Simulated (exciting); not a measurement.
The O K edge of atom 2 in SrO, space group Fm-3m, with 6 Sr at 2.57 Å (octahedral, site symmetry m-3m), was computed at 2 levels: exchange and screened direct term (singlet BSE) and independent particles. Common settings: exciting, all-electron LAPW+lo, PBE, 5×5×5 shifted k points, 20 conduction bands, |G+q| up to 3 bohr⁻¹, full RPA screening with nempty = 40, Lorentzian half width 0.45 eV.

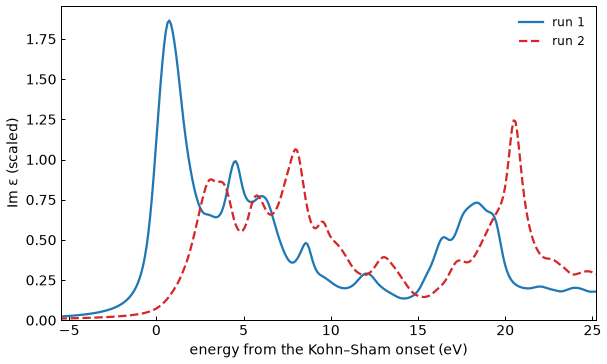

Energy from the Kohn–Sham onset, core level to the lowest empty state found on the meshes used; all runs on one relative scale.

The database entry behind the starting cell differs from later determinations by our own check (about 0.5 % short), so it need not match the best structure at ambient conditions.

**Question.** Which run is which, and why?

Run 1: exchange and screened direct term (singlet BSE); highest local maximum in the window at 0.7 eV. Run 2: independent particles; highest local maximum in the window at 20.5 eV. The attractive direct term pulls weight down: the curves pass 0.28 at -0.9 and 1.4 eV in the order of the runs. Fine structure above the first lines is partly noise of the 125-point mesh.

[Hosts, paths, dates, database ids (printed as entryN), source tags and the programs' standing remarks are cut or masked in the printed files.]
